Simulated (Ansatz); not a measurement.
# SnSe: band-structure calculation

SnSe (Pnma, 8 atoms in the cell), computed with DFT r2SCAN, scalar-relativistic, plane waves, PAW, no spin polarisation (Ansatz 0.2.0).

The structure derives from an entry of the Crystallography Open Database. Figures and captions count atoms from 1; the log counts them from 0 in places.

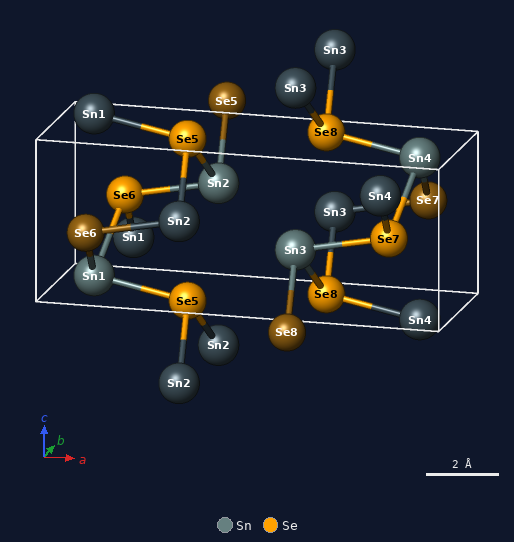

**Figure 1.** The structure (ball-and-stick view of the cell of the calculation, seen slightly off an axis; neighbours outside the cell are drawn fainter; atoms are numbered from 1 in the order of the input).

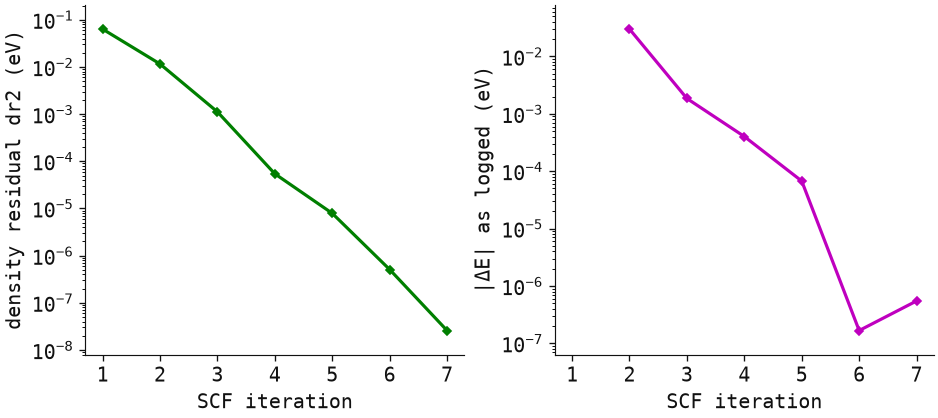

**Figure 2.** Convergence of the self-consistent field: density residual dr2 and size of the energy change against the SCF iteration. The residual falls at every step.

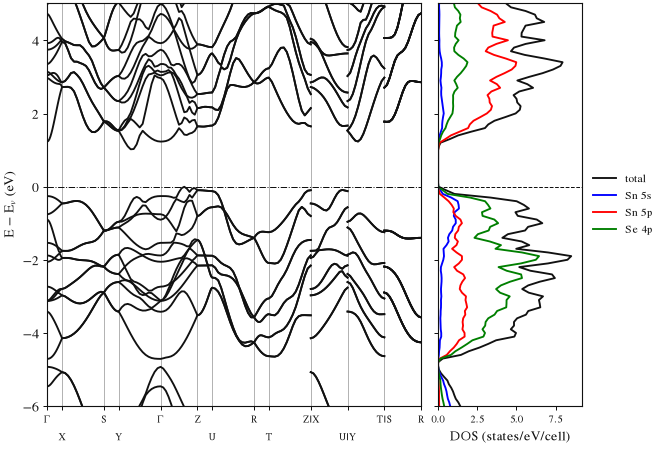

**Figure 3.** Band structure along Γ–X–S–Y–Γ–Z–U–R–T–Z|X–U|Y–T|S–R and density of states (projected on Löwdin-orthogonalised atomic shells), with energies from the valence-band top. There is a gap of 1.02 eV on this path, indirect, from between Γ and Z to between Y and Γ.

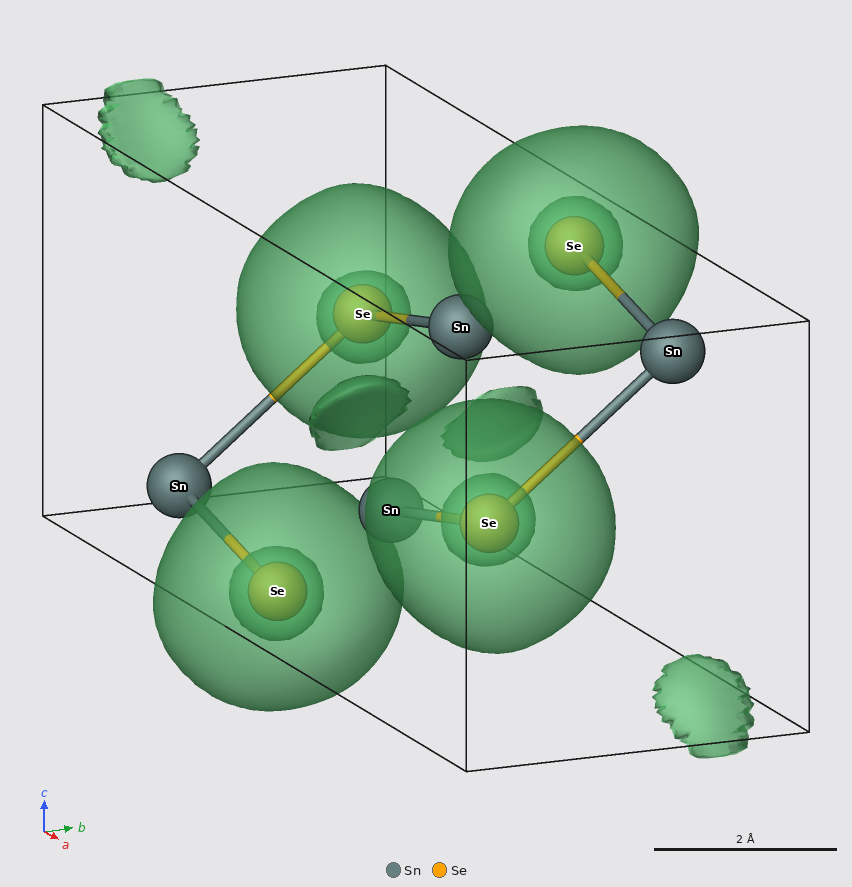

**Figure 4.** Isosurface of the ELF at 0.6 (green), seen slightly off an axis. Only the valence region is drawn (cores and ρ < 0.01 e/Å³ removed). Sticks mark near contacts. The outline is the cell set on symmetry axes. Values along the shortest contacts: Sn–Se (2.76 Å): the ELF is about 0.55 at the midpoint. Core electrons are frozen (PAW), so the fields are smoothed inside the atomic spheres.

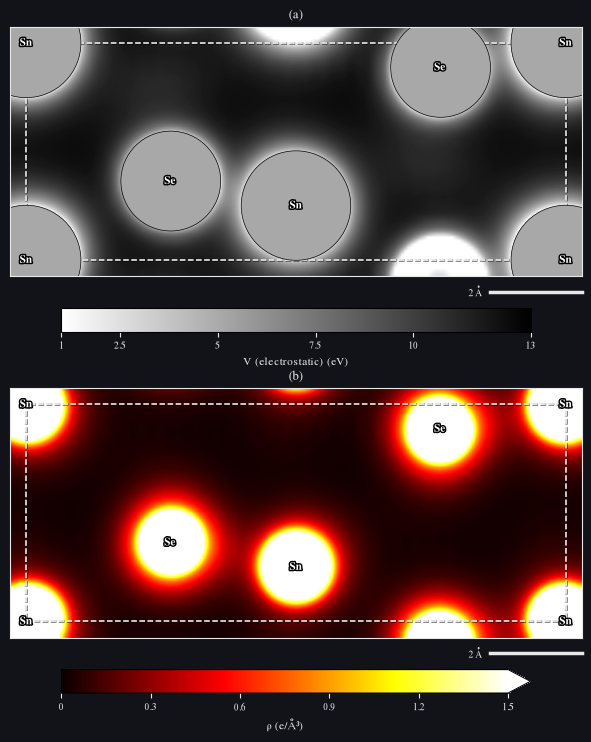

**Figure 5.** (a) electrostatic potential (local pseudopotential plus Hartree) felt by an electron; (b) valence electron density on the (010) plane of the conventional cell. Grey discs, where drawn, cover atomic cores. The plane passes through Sn and Se nuclei. Sn–Se (2.76 Å): the density is about 0.35 e/Å³ at the midpoint. Away from the nuclei the density in this plane falls to 0.02 e/Å³ at its lowest. Outside the cores the potential energy rises away from the atoms and is highest about 2.2 Å from the nearest atoms; outside the discs it spans about 11 eV, and its zero is arbitrary.

The input that produced these results follows, with the program's output.

### The input
```yaml
crystal:
  lattice:
    - [11.6761522078, 0.0, 0.0]
    - [0.0, 4.1249808271, 0.0]
    - [0.0, 0.0, 4.6975287415]
  atoms:
    - { symbol: Sn, position: [0.1200597182, 0.25, 0.1246083103] }
    - { symbol: Sn, position: [0.3799402818, 0.75, 0.6246083103] }
    - { symbol: Sn, position: [0.6200597182, 0.25, 0.3753916897] }
    - { symbol: Sn, position: [0.8799402818, 0.75, 0.8753916897] }
    - { symbol: Se, position: [0.352101249, 0.25, 0.0117931103] }
    - { symbol: Se, position: [0.147898751, 0.75, 0.5117931103] }
    - { symbol: Se, position: [0.852101249, 0.25, 0.4882068897] }
    - { symbol: Se, position: [0.647898751, 0.75, 0.9882068897] }
basis:
  ecutwfc: 500
kpoints:
  mp_grid: { grid: [4, 6, 6] }
  band_path:
    path:
      - [[0.0, 0.0, 0.0], [0.5, 0.0, 0.0], [0.5, 0.5, 0.0], [0.0, 0.5, 0.0], [0.0, 0.0, 0.0], [0.0, 0.0, 0.5], [0.5, 0.0, 0.5], [0.5, 0.5, 0.5], [0.0, 0.5, 0.5], [0.0, 0.0, 0.5]]
      - [[0.5, 0.0, 0.0], [0.5, 0.0, 0.5]]
      - [[0.0, 0.5, 0.0], [0.0, 0.5, 0.5]]
      - [[0.5, 0.5, 0.0], [0.5, 0.5, 0.5]]
    npoints: 14
hamiltonian:
  xc: r2scan
scf:
  occupations: { method: gaussian, width: 0.02 }
  n_extra_bands: 20
output:
  forces: true
  stress: true
  eigenvalues: true
  populations: true
  dos: { projected: true, de: 0.02, nscf_kmesh: { grid: [6, 9, 9] } }
  bader: true
  write_density: true
  write_potential: true
  elf: true
  volumetric_format: npy
```

Run as:
```bash
ansatz run input.yaml --threads 8 --pin off --max-ram 22528MiB --backend cpu --events-out ev --progress --plain --runs-dir out
```

### Log
```
scf.n_extra_bands = 20 over 60 filled bands (N_el = 120.0): the run solves 80 bands
Engine: ansatz 0.2.0, aarch64-unknown-linux-gnu
Pseudopotentials: kind: paw
Pseudopotential: Sn, paw, valence charge 14, recommended cutoff 500 eV (meta_gga), Sn.paw.azcp
Pseudopotential: Se, paw, valence charge 16, recommended cutoff 500 eV (meta_gga), Se.paw.azcp
Functional definition: r2SCAN
  parameter k0 = 0.174
  parameter k1 = 0.065
  parameter a1 = 4.9479
  exchange = r2scan_x(k0 = k0, k1 = k1, a1 = a1)
  correlation = r2scan_c
Crystal: 8 atoms, lattice volume = 226.251 Å³
Basis set: ecut = 500 eV, 5789 PW (Γ), exchange–correlation on 360×128×144 points (64 copies of the dense FFT grid, shifted against one another)
Bands: 80, of which v1, the nominal top of the filled ones, is band 60 counted from 1 (59 counted from 0)
Symmetry: 8 space group operations
Space group: Pnma (ITA 62), of the structure as read, at distance tolerance 6.1e-5 Å
k-points: 48 of 144
Non-local potential: Sn, projectors of the file, l = 0: 2, l = 1: 2, l = 2: 2, l = 3: 2
Non-local potential: Se, projectors of the file, l = 0: 2, l = 1: 2, l = 2: 3, l = 3: 1
PAW form: soft (Blöchl's): semilocal exchange-correlation on the pseudo side does not see the compensation charge
PAW frozen core: Sn, regenerated for the run's functional (the file was generated under x = pbe(κ = 0.804, μ = 0.2195149727645171), c = pbe(β = 0.06672455060314922))
PAW frozen core: Se, regenerated for the run's functional (the file was generated under x = pbe(κ = 0.804, μ = 0.2195149727645171), c = pbe(β = 0.06672455060314922))
PAW one-centre angular grid: Sn, 590 points (default); XC on 249 of its mesh's 2787 points in the sphere
PAW one-centre angular grid: Se, 590 points (default); XC on 160 Gauss nodes
Initial density: superposition of atomic densities (neutral atoms: chi_scale 0, normalization atom), corrected by the library's trained network
Initial wavefunctions: pseudopotential atomic-orbital guess
Functional: x = r2scan, c = r2scan; τ floored in thin density (d = 2e-4 eV/Å³)
SCF iter   1: F=—  HF=-46070.681349 eV  |F-HF|=—  |Δ(HF+E_count)|=         —  Δρ=5.13e-3  dr2=6.37e-2  dr2_τ=1.51e-2  ethr=1.77e-3  ⟨swp⟩=6.2  Hψ=15074  notcnv=0  defer=299
preconditioner: auto → Resta (q_TF=auto, 2.455 Å⁻¹)  ε∞=2.3  [insulator: Δε(μ)=1.016 eV  Ē_g=19.232 eV  σ=0.020 eV  W_gap=1.00  n_scr=56 (ndim 8)  ℏωp=22.1 eV  f_vac=0.006  D(μ)=0.00/eV (n_scr^D=0)  ε∞_Penn≈2.3]
SCF iter   2: F=—  HF=-46070.711384 eV  |F-HF|=—  |Δ(HF+E_count)|=   3.00e-2  Δρ=2.33e-3  dr2=1.16e-2  dr2_τ=3.86e-4  ethr=5.31e-5  ⟨swp⟩=2.1  Hψ=6641  notcnv=0  defer=658
SCF iter   3: F=—  HF=-46070.713236 eV  |F-HF|=—  |Δ(HF+E_count)|=   1.85e-3  Δρ=8.19e-4  dr2=1.12e-3  dr2_τ=2.79e-5  ethr=9.65e-6  ⟨swp⟩=2.8  Hψ=5139  notcnv=0  defer=658
SCF iter   4: F=—  HF=-46070.713638 eV  |F-HF|=—  |Δ(HF+E_count)|=   4.02e-4  Δρ=1.70e-4  dr2=5.44e-5  dr2_τ=1.78e-6  ethr=9.36e-7  ⟨swp⟩=2.6  Hψ=5475  notcnv=0  defer=658
SCF iter   5: F=—  HF=-46070.713705 eV  |F-HF|=—  |Δ(HF+E_count)|=   6.73e-5  Δρ=5.03e-5  dr2=7.89e-6  dr2_τ=2.85e-7  ethr=4.54e-8  ⟨swp⟩=2.9  Hψ=5954  notcnv=0  defer=658
SCF iter   6: F=—  HF=-46070.713706 eV  |F-HF|=—  |Δ(HF+E_count)|=   1.67e-7  Δρ=1.68e-5  dr2=5.08e-7  dr2_τ=2.77e-8  ethr=6.58e-9  ⟨swp⟩=2.0  Hψ=5102  notcnv=0  defer=658
SCF iter   7: F=-46070.713706 eV  HF=-46070.713706 eV  |F-HF|=1.65e-8  |Δ(HF+E_count)|=   5.48e-7  Δρ=3.45e-6  dr2=2.58e-8  dr2_τ=1.13e-9  ethr=8.33e-11  ⟨swp⟩=17.8  Hψ=31347  notcnv=0
SCF 1 converged in 7 iterations: F = -46070.713706 eV  dr2 = 2.58e-8
  Residual-converged pass: ⟨swp⟩=1.0  Hψ=4033  notcnv=0  max |occ|·‖R‖ = 6.9e-9 eV (tolerance 1.0e-8 eV)  dr2=2.58e-8  dr2_τ=1.13e-9  dr2_onsite=2.37e-9  max |Δocc| = 1.6e-295
  greatest PAW one-centre occupation: 1.000 electrons in one spin orbital (limit 2), on the Se atom at site 7 (counted from 0), in its partial waves of l = 2
NSCF: frozen V_eff on 172 k-points
NSCF: frozen V_eff on 100 k-points
SCF converged after 7 iterations
Free energy (F): -46070.713706 eV
Harris-Foulkes:  -46070.713706 eV  (|F-HF|=1.65e-8)
Internal energy: -46070.713706 eV  (E = F + TS)
E sigma→0 (E₀):  -46070.713706 eV
Fermi energy:    8.470002 eV
--- Per-component energies (eV) ---
  E_band       = -2058.533561
  E_kinetic    = 1214.788510
  E_local      = -13848.382974  (includes V_loc(G=0)·N_el)
  E_nonlocal   = -2514.384628
  E_hartree    = 7247.069110
  E_xc         = -1894.581713
  E_vxc        = -842.213359  (∫ρ·V_xc dr)
  E_paw        = -24325.530236  (= ΣΔE_a)
  E_vpaw       = -609.307181  (= ΣTr[D̂ρ^β])
  E_aug_tail   = -0.000831  (compensation charges beyond the density's cutoff)
  E_vtau       = 46.829605  (kinetic-family band-sum trace: ∫τ·v_τ [+ j·A + Jᵃ·Aᵃ] dr)
  E_ewald      = -11945.573143
  E_core_change = -4.117802  (= ΣΔE_core)
  E_smearing   = -0.000000  (= −TS)
  E_closure    = 0.000000  (closes the sum)
  Σ components = -46070.713706   (vs F -46070.713706, Δ=0.00e0)
--- Forces (eV/Å), atoms counted from 1 ---
  atom   1  Sn    -0.00220415     0.00000000    -0.00088189
  atom   2  Sn     0.00220415     0.00000000    -0.00088189
  atom   3  Sn    -0.00220415     0.00000000     0.00088189
  atom   4  Sn     0.00220415     0.00000000     0.00088189
  atom   5  Se     0.00078075     0.00000000     0.00077263
  atom   6  Se    -0.00078075     0.00000000     0.00077263
  atom   7  Se     0.00078075     0.00000000    -0.00077263
  atom   8  Se    -0.00078075     0.00000000    -0.00077263
  max |Σ_I F_I| component: 4.34e-19 eV/Å
--- Stress (GPa, compression-positive) ---
        0.017666       0.000000       0.000000
        0.000000       0.008762       0.000000
        0.000000       0.000000       0.000820
  P = ⅓ Tr σ = 0.0091 GPa (0.091 kbar)
--- Band table (eV; the first three rows and the last of 48) ---
  k-point 0: bands = ["-40.1293", "-40.1292", "-40.1292", "-40.1292", "-40.1273", "-40.1272", "-40.1271", "-40.1271", "-40.0971", "-40.0970", "-40.0969", "-40.0968", "-40.0925", "-40.0925", "-40.0924", "-40.0924", "-40.0826", "-40.0826", "-40.0823", "-40.0823", "-13.9892", "-13.9787", "-13.9722", "-13.9667", "-13.9666", "-13.9630", "-13.9629", "-13.9594", "-13.9391", "-13.9365", "-13.9335", "-13.9270", "-13.9244", "-13.9243", "-13.8988", "-13.8981", "-13.8948", "-13.8919", "-13.8907", "-13.8879", "-6.1321", "-5.8578", "-5.0983", "-4.7171", "0.7016", "1.5750", "2.5106", "3.0426", "3.2610", "4.5482", "4.8449", "4.8482", "4.8518", "5.2348", "5.9155", "6.0869", "6.4327", "7.0654", "7.2138", "7.7108", "9.2003", "10.9364", "11.0092", "11.1055", "11.3204", "11.7123", "11.8900", "12.6898", "12.9611", "13.3166", "13.7360", "14.1567", "14.4903", "14.8088", "15.1928", "15.6726", "15.7783", "16.6932", "16.7083", "17.0486"]
  k-point 1: bands = ["-40.1293", "-40.1292", "-40.1292", "-40.1292", "-40.1272", "-40.1272", "-40.1271", "-40.1271", "-40.0971", "-40.0970", "-40.0969", "-40.0968", "-40.0925", "-40.0925", "-40.0924", "-40.0924", "-40.0826", "-40.0825", "-40.0824", "-40.0823", "-13.9877", "-13.9780", "-13.9729", "-13.9673", "-13.9672", "-13.9641", "-13.9629", "-13.9599", "-13.9373", "-13.9343", "-13.9331", "-13.9275", "-13.9249", "-13.9235", "-13.8990", "-13.8974", "-13.8943", "-13.8924", "-13.8916", "-13.8884", "-6.0345", "-5.7666", "-5.1136", "-4.7633", "0.4010", "1.4318", "1.8810", "2.5979", "3.3541", "4.7982", "4.9871", "5.3298", "5.3610", "5.4909", "5.9702", "6.4385", "6.4440", "6.8855", "7.4720", "7.6732", "9.3304", "10.1834", "10.9787", "11.0756", "11.1909", "11.2640", "12.2168", "12.3258", "12.3450", "13.1380", "13.5574", "13.6019", "14.3884", "14.9513", "15.0375", "15.7973", "15.8141", "16.3257", "16.8395", "17.4581"]
  k-point 2: bands = ["-40.1293", "-40.1292", "-40.1292", "-40.1292", "-40.1272", "-40.1272", "-40.1271", "-40.1271", "-40.0970", "-40.0969", "-40.0969", "-40.0968", "-40.0925", "-40.0925", "-40.0924", "-40.0924", "-40.0825", "-40.0825", "-40.0824", "-40.0824", "-13.9837", "-13.9758", "-13.9751", "-13.9695", "-13.9683", "-13.9665", "-13.9629", "-13.9611", "-13.9328", "-13.9320", "-13.9294", "-13.9287", "-13.9258", "-13.9232", "-13.8984", "-13.8962", "-13.8940", "-13.8935", "-13.8931", "-13.8897", "-5.7735", "-5.5202", "-5.2093", "-4.9227", "0.0502", "0.8527", "1.2232", "1.8926", "3.7573", "5.0879", "5.3673", "5.6933", "6.0206", "6.0545", "6.1267", "6.3643", "6.6758", "7.4664", "7.5393", "7.9578", "9.3779", "9.9130", "9.9343", "10.5080", "10.5591", "11.1383", "11.2462", "11.7976", "12.1690", "12.5881", "13.0569", "13.9542", "14.7231", "15.3180", "16.0938", "16.1044", "16.1371", "16.2551", "17.1219", "17.3725"]
  k-point 47: bands = ["-40.1293", "-40.1293", "-40.1293", "-40.1293", "-40.1270", "-40.1270", "-40.1270", "-40.1270", "-40.0969", "-40.0969", "-40.0969", "-40.0969", "-40.0925", "-40.0925", "-40.0925", "-40.0925", "-40.0824", "-40.0824", "-40.0824", "-40.0824", "-13.9857", "-13.9857", "-13.9857", "-13.9857", "-13.9556", "-13.9556", "-13.9556", "-13.9556", "-13.9340", "-13.9340", "-13.9340", "-13.9340", "-13.9136", "-13.9136", "-13.9136", "-13.9136", "-13.8851", "-13.8851", "-13.8851", "-13.8851", "-4.8954", "-4.8954", "-4.8954", "-4.8954", "1.0935", "1.0935", "1.0935", "1.0935", "3.7138", "3.7138", "3.7138", "3.7138", "4.3970", "4.3970", "4.3970", "4.3970", "6.5694", "6.5694", "6.5694", "6.5694", "10.8243", "10.8243", "10.8243", "10.8243", "12.7061", "12.7061", "12.7061", "12.7061", "14.7152", "14.7152", "14.7152", "14.7152", "15.4182", "15.4182", "15.4182", "15.4182", "17.6955", "17.6955", "17.6955", "17.6955"]
--- Löwdin populations: 8 sites ---
  site symbol       q [e]
     0     Sn     13.6009
     1     Sn     13.6009
     2     Sn     13.6009
     3     Sn     13.6009
     4     Se     16.3350
     5     Se     16.3350
     6     Se     16.3350
     7     Se     16.3350
  spilling = 0.002135 (of n_electrons = 120.000000)
--- Bader charges: 8 sites ---
  site symbol  charge [e]  shift [e]
     0     Sn      0.8741     0.0007
     1     Sn      0.8740     0.0007
     2     Sn      0.8741     0.0007
     3     Sn      0.8740     0.0007
     4     Se     -0.8741     0.0007
     5     Se     -0.8741     0.0007
     6     Se     -0.8741     0.0007
     7     Se     -0.8741     0.0007
  estimated error of the sums over rays = 3.4e-4 e
```

### File bader_charges.tsv
```
# site	symbol	x_ang	y_ang	z_ang	partial_charge_e	electrons	volume_ang3	relative_density_drop	shared_charge_e	partial_wave_shift_e
# quadrature_error_electrons = 3.4e-4
0	Sn	1.4018	1.0312	0.5854	0.87406	49.12594	25.35	-	0.87406	0.00073
1	Sn	4.4362	3.0937	2.9341	0.87404	49.12596	25.35	-	0.87404	0.00073
2	Sn	7.2399	1.0312	1.7634	0.87407	49.12593	25.35	-	0.87407	0.00073
3	Sn	10.2743	3.0937	4.1122	0.87405	49.12595	25.35	-	0.87405	0.00073
4	Se	4.1112	1.0312	0.0554	-0.87405	34.87405	31.21	-	-0.87405	0.00073
5	Se	1.7269	3.0937	2.4042	-0.87405	34.87405	31.21	-	-0.87405	0.00073
6	Se	9.9493	1.0312	2.2934	-0.87405	34.87405	31.21	-	-0.87405	0.00073
7	Se	7.5650	3.0937	4.6421	-0.87406	34.87406	31.21	-	-0.87406	0.00073
```

### Key numbers

| quantity | value |
| --- | --- |
| outcome | converged |
| space group (tolerance 0.01 Å) | Pnma (62) |
| electrons treated | 120 |
| free energy | −46070.7137 eV |
| Fermi energy | 8.470 eV |
| gap on the k-point mesh | 1.02 eV |
| gap on the band path | 1.03 eV |
| pressure | 0.01 GPa |
| largest force (length of the vector) | 0.002 eV/Å |
| hardware | 8 threads of Arm Neoverse V1, 24 GiB of memory available, shared host |
| wall time | 69 s (CPU time 9 min) |
| peak memory | 3 GiB |
